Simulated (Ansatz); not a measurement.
## Electronic structure of ZnSnN₂ in real space

Input

```
crystal:
  lattice:
    - [3.2632065603, 0.0, 0.0]
    - [0.0, 4.2990773761, 0.0]
    - [0.0, 0.0, 6.747198965]
  atoms:
    - { symbol: Zn, position: [0.0, 0.0, 0.9061735522] }
    - { symbol: "N", position: [0.0, 0.5, 0.8656063971] }
    - { symbol: Zn, position: [0.5, 0.5, 0.0938264478] }
    - { symbol: "N", position: [0.5, 0.0, 0.1343936029] }
    - { symbol: Sn, position: [0.0, 0.0, 0.3632654714] }
    - { symbol: "N", position: [0.0, 0.5, 0.4086564574] }
    - { symbol: Sn, position: [0.5, 0.5, 0.6367345286] }
    - { symbol: "N", position: [0.5, 0.0, 0.5913435426] }
kpoints:
  mp_grid: { grid: [8, 6, 4] }
hamiltonian:
  xc: r2scan
scf:
  occupations: { method: fermi_dirac, width: 0.02 }
relax:
  f_tol: 0.005
  cell: {}
output:
  write_density: true
  write_potential: true
  elf: true
  volumetric_format: npy
```

Launched as:

```sh
ansatz run input.yaml --threads 2 --pin off --max-ram 20275MiB --backend cpu --events-out ev --progress --plain --runs-dir out
```

Below, planes, directions and counts refer to the conventional cell (a = 3.21 Å, b = 4.29 Å, c = 6.58 Å, α = 90.00°, β = 90.00°, γ = 90.00°).

The fields are those of the relaxed geometry.

Space group Pmmn; started from the II-IV-N2 ordering on rocksalt lattice prototype, which need not be the ambient phase.

Method: Ansatz, DFT, r2SCAN, plane waves, PAW.

The density is the valence pseudo-density of a PAW calculation; it isn't the true density close to the nuclei.

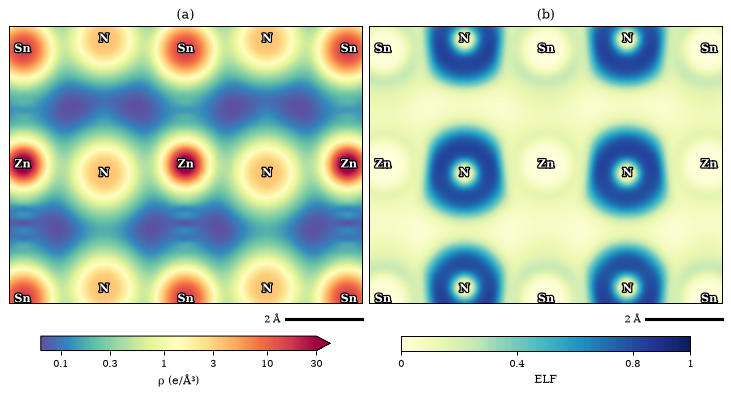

Figure 1. (a) valence electron density; (b) ELF on the (100) plane of the conventional cell.

Q: Read the bonding off the picture.

A:
- Atoms in the plane: Zn, N and Sn.
- Zn–N (2.16 Å): ρ at the midpoint is about 0.46 e/Å³; the ELF peaks at about 0.85 in the valence shell of N, 0.7 Å from its nucleus, and is about 0.30 at the midpoint (no shared electron pair shows on this line).
- Sn–N (2.16 Å): ρ is about 0.59 e/Å³ halfway; the ELF peaks at about 0.80 in the valence shell of N, 0.6 Å from its nucleus, and is about 0.30 at the midpoint.
- Between the atoms the lowest density in this plane is 0.06 e/Å³.

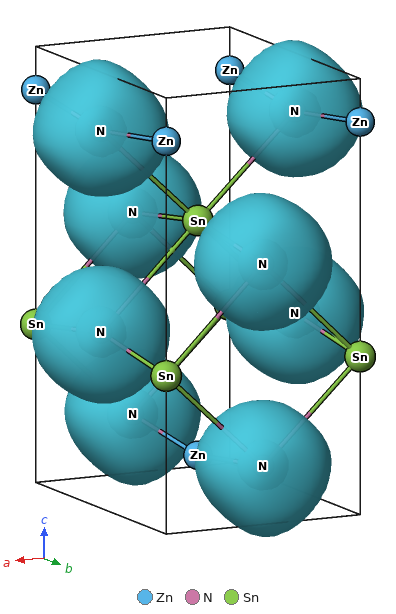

Figure 2. Isosurface of the ELF at 0.6 (cyan), seen at an oblique angle. Only the valence region is drawn (cores and ρ < 0.01 e/Å³ removed). Sticks mark near contacts.

Q: What do the ELF domains correspond to?

A: The ELF exceeds this value in four regions wrapped around N (the valence shell of each), counted in one cell of 8 atoms. Regions shared between cells count once.

Q: Does the calculation make it a metal, or give it a gap?

A: It is gapped, with a Kohn–Sham gap of 0.98 eV on the k-point mesh, an upper bound to the gap of this method.
